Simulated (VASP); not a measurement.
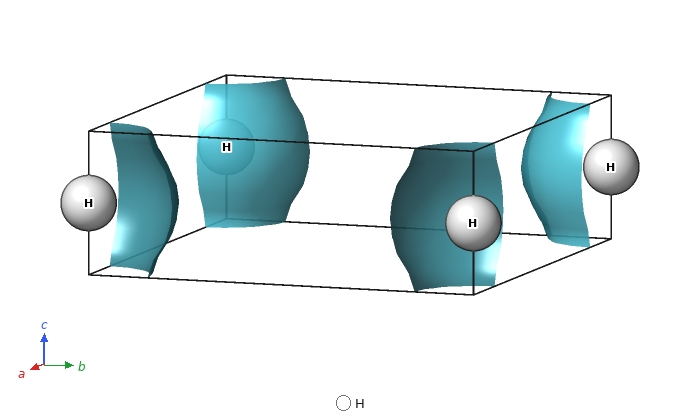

*H. Isosurface of the ELF at 0.9 (cyan), seen slightly off an axis. Core shells and regions of very low density are left out.*

Space group P4/mmm; a structure from a database of computed crystals, not necessarily the ambient phase; computed pressure about 5 GPa in this cell.

All numbers below come from Kohn-Sham DFT of a periodic cell, PBEsol, VASP PAW PBE potentials, recommended in VASP.

Core electrons are frozen (PAW), and the valence fields are smoothed inside the atomic spheres.

### What do the ELF domains correspond to?

At this value the surface marks out channels that run through the cell in one direction, counted in one cell of 1 atoms. Regions shared between cells count once. There are no localised bonds or lone pairs at this value. Profiles from the grid: H–H (0.95 Å): the ELF is about 0.95 at the midpoint.
